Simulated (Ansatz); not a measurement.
System: substitution (removed N, added Ga) in AlGa₃N₄.

Structure:
```xyz
8
Lattice="4.4676 0.0000 0.0000 0.0000 4.4676 0.0000 0.0000 0.0000 4.4676" Properties=species:S:1:pos:R:3 pbc="T T T"
Al    0.0000    0.0000    0.0000
Ga    2.2338    2.2338    0.0000
Ga    2.2338    0.0000    2.2338
Ga    0.0000    2.2338    2.2338
N     3.3730    3.3730    1.0946
N     3.3730    1.0946    3.3730
N     1.0946    3.3730    3.3730
N     1.0946    1.0946    1.0946
```

How it was computed, with Ansatz 0.2.0: charge states of a point defect in a periodic supercell, each relaxed, energies over the elements' standard states with the Fermi level at the host's valence band top, point-charge and potential alignment terms added, no band filling term, levels over that top; plane waves with PAW datasets; energies extrapolated to zero smearing. Level: PBEsol, allowed.

- host atoms in supercell: 32
- wave cutoff: 420 eV
- k mesh: 2×2×2
- occupations: Gaussian
- smearing width: 0.01 eV
- k shift: (0.5, 0.5, 0.5) (mesh steps)
- start displacement: 0 Å
- defect kind: substitution
- removed element: N
- added element: Ga
- defect place: (0.755, 0.755, 0.245) (fraction of the host cell vector)
- host gap: 2.29 eV
- static dielectric xx yy zz: (9.92, 9.92, 9.92)

Predict the formation energy of each charge state against the Fermi level.

The stable charge changes at 1.92 eV (0/−1) above the valence band top. The lowest state is 0 at the valence band top, 0 at mid-gap and −1 at the conduction band bottom, 2.29 eV higher. With the Fermi level at mid-gap the formation energy is 7.9 eV against the elements' standard states.

```json
{"charge": "0", "formation energy with the Fermi level at the valence band top (eV)": "7.88"}
{"charge": "-1", "formation energy with the Fermi level at the valence band top (eV)": "9.80"}
{"charge": "-2", "formation energy with the Fermi level at the valence band top (eV)": "12.47"}
```

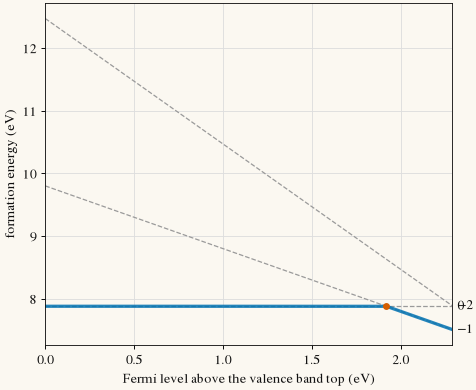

The thick line follows the lowest charge state; the axis spans the host's computed gap.

Limits of the calculation: a crossing between the sampled k points may be missed; charged cell in a neutralising background; coarse k mesh; potential alignment in doubt; small supercell; symmetry that the supercell leaves at the site kept.
